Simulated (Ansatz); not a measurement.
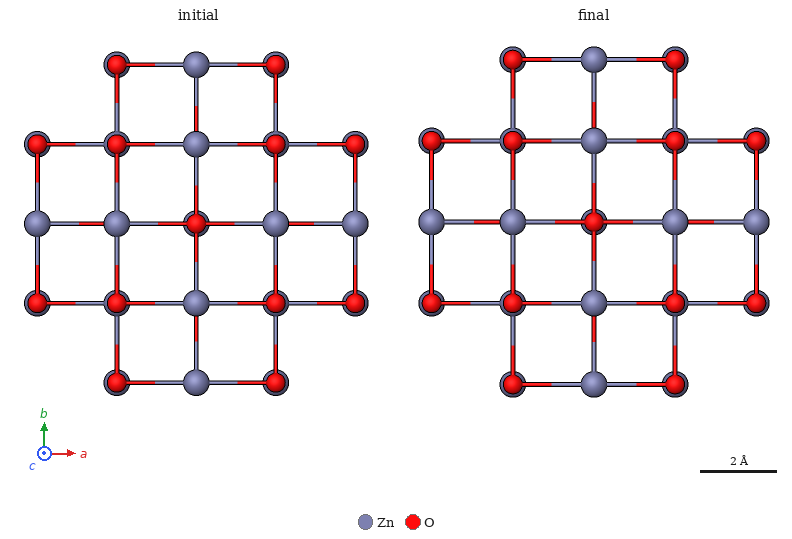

The structure of crystalline ZnO (a generated structure, set up in Fm-3m) (coarse preliminary run) before (left) and after (right) a relaxation, at one scale.

A ball-and-stick model of the conventional cell (4 times the calculation's cell), seen along the c axis. Lengths and directions refer to the drawn axes.

Case: Ni → Zn on all its sites, cell and atoms relaxed.

Theory: DFT PBE, scalar-relativistic, plane waves, PAW in Ansatz.

Input
```yaml
crystal:
  lattice:
    - [0.0, 2.1194716142, 2.1194716142]
    - [2.1194716142, 0.0, 2.1194716142]
    - [2.1194716142, 2.1194716142, 0.0]
  atoms:
    - { symbol: Zn, position: [0.0, 0.0, 0.0] }
    - { symbol: O, position: [0.5, 0.5, 0.5] }
basis:
  ecutwfc: 420
kpoints:
  mp_grid: { grid: [8, 8, 8] }
hamiltonian:
  xc: pbe
scf:
  occupations: { method: gaussian, width: 0.1 }
output:
  forces: true
  stress: true
  eigenvalues: true
relax:
  adjacent_minimum: "off"
  f_tol: 0.05
  max_steps: 60
  cell: { stress_tol: 0.5 }
```

Command:
```bash
ansatz run input.yaml --threads 1 --pin off --max-ram 2560MiB --backend cpu --events-out ev --progress --plain --runs-dir out
```

> What changed between the two?

No atom moves by more than 0.005 Å relative to the cell. The drawn cell changes as follows: a = b = c 4.239 → 4.329 Å (+2.1 %); the volume changes by +6.5 %. Near-neighbour distances that change, for instance: Zn1–O2 2.119 → 2.165 Å. The space group stays Fm-3m (No. 225). The energy falls by 22.5 meV per atom in 3 accepted moves (5 points after the start). All forces vanish by symmetry, so only the cell relaxes. Pressure: 12.17 GPa at the start and 0.08 GPa at the end. The SCF was repeated twice at an unchanged geometry on a basis and grid sized afresh for the cell, which shifted the energy by 3.9 meV per atom at most.
